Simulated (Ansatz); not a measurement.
System: AlN.

```
Al N
1.0
     3.11378    0.00000    0.00000
    -1.55689    2.69661    0.00000
     0.00000    0.00000    4.98365
Al N
2 2
Direct
  0.66667 0.33333 0.49902
  0.33333 0.66667 0.99902
  0.66667 0.33333 0.88098
  0.33333 0.66667 0.38098
```

Space group P6₃mc; a structure from a database of computed crystals, not necessarily the ambient phase.

Level of theory: DFT PBEsol, scalar-relativistic, plane waves, PAW (Ansatz 0.2.0).

Q: What will maps of the valence pseudo-density and electron localisation function show?

A: Al–N (1.90 Å): the density is about 0.67 e/Å³ at the midpoint; the ELF peaks at about 0.90 in the valence shell of N, 0.7 Å from its nucleus, and is about 0.85 at the midpoint.

Q: Does the calculation give a band gap?

A: It is gapped, with a Kohn–Sham gap of 4.1 eV on the k-point mesh (the band edges may lie off the mesh, which would make the gap smaller).

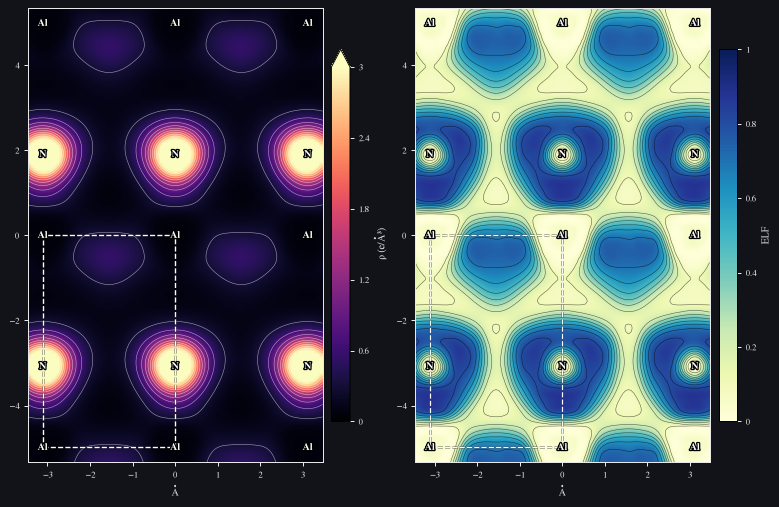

Computed valence pseudo-density and electron localisation function on the (100) plane of the conventional cell, in this order. Atoms just off the plane (Al, 0.9 Å away and N, 0.9 Å away) can leave unmarked features too.

The density is the valence pseudo-density of a PAW calculation; it isn't the true density close to the nuclei.
